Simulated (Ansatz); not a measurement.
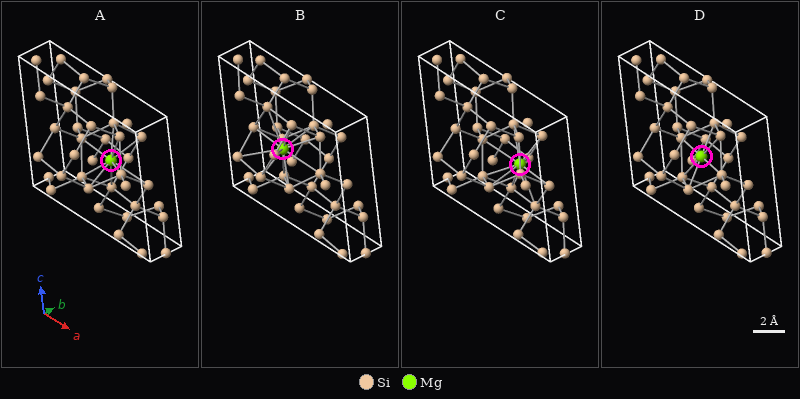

4 geometries from a converged minimum-energy path of a defect cell of composition MgSi32 (cell charge +2) (33 atoms in the cell), shuffled. A ball-and-stick model of the reduced simulation cell (origin moved), seen slightly off an axis. The moving atom is ringed, with any periodic copies. Lengths and directions refer to the drawn axes. Bonds to atoms that aren't drawn are left out.

The calculation used DFT PBE, scalar-relativistic, plane waves, PAW in Ansatz. Settings: plane-wave cutoff 420 eV; k-point mesh 2 × 2 × 2; Gaussian smearing 0.02 eV; 3 movable images; climbing image.

> One of them is the converged climbing image. Which?

D. In order along the path, whose images run from 0 to 4: B (image 0, 0.00 eV), D (image 2, +1.49 eV), A (image 3, +0.69 eV), C (image 4, 0.00 eV). The Mg atom travels furthest, 3.18 Å from end to end, along [1 1 0], on a straight line. At the highest image its nearest neighbour (Si) is 2.45 Å away, against 2.62 Å at the start, and the surrounding atoms stand up to 0.15 Å off the mean of their end positions.

Limits of the set-up: the cell is charged, on a uniform background, and energies carry no finite-size correction.

The run took 2.2 min on 4 threads of Arm Neoverse V2, on a shared host, peak memory 2.4 GiB.
